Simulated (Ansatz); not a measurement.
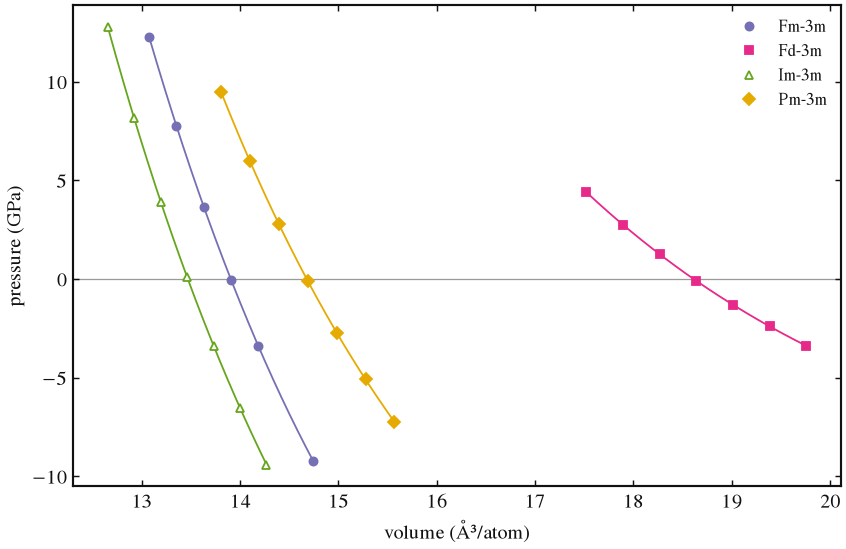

Plotted: pressure against volume, with one curve for each structure, for V.

Calculation (Ansatz 0.2.0 development build): equation of state of a cubic crystal from periodic Kohn-Sham density functional theory without spin, third-order Birch-Murnaghan fit to the free energies; pressure corrected for the finite basis. Level: PBE.

occupation method Fermi–Dirac; occupation width 0.06123 eV; wave cutoff 420 eV; datasets soft-1 PAW; density tolerance 1e−07 eV; density cutoff ratio 4; search for lower states default.

Settings that differ: Fm-3m: k mesh 25×25×25, atoms in cell 1, lattice centring face-centred primitive, space group number 225, structure type fcc; Fd-3m: k mesh 35×35×35, atoms in cell 2, lattice centring face-centred primitive, space group number 227, structure type diamond; Im-3m: k mesh 51×51×51, atoms in cell 1, lattice centring body-centred primitive, space group number 229, structure type bcc; Pm-3m: k mesh 22×22×22, atoms in cell 1, lattice centring simple cubic, space group number 221, structure type simple cubic.

Tabulate the plotted points.

Fm-3m:
```csv
volume (Å³/atom),pressure (GPa)
13.07,12.3
13.35,7.8
13.63,3.7
13.91,-0.1
14.19,-3.4
14.74,-9.2
```

Fd-3m:
```csv
volume (Å³/atom),pressure (GPa)
17.52,4.395
17.89,2.743
18.27,1.250
18.64,-0.100
19.01,-1.312
19.39,-2.406
19.76,-3.390
```

Im-3m:
```csv
volume (Å³/atom),pressure (GPa)
12.65,12.8
12.92,8.1
13.19,3.9
13.46,0.1
13.73,-3.4
14.00,-6.5
14.27,-9.4
```

Pm-3m:
```csv
volume (Å³/atom),pressure (GPa)
13.81,9.5
14.10,6.0
14.39,2.8
14.69,-0.1
14.98,-2.7
15.28,-5.1
15.57,-7.2
```

Limits of the calculation: cubic model structure, not the ambient form (Fm-3m, Fd-3m, Pm-3m); modest k-mesh, values are not fully converged in k (Pm-3m); no spin polarisation, a magnetic state may lie lower (Fd-3m).
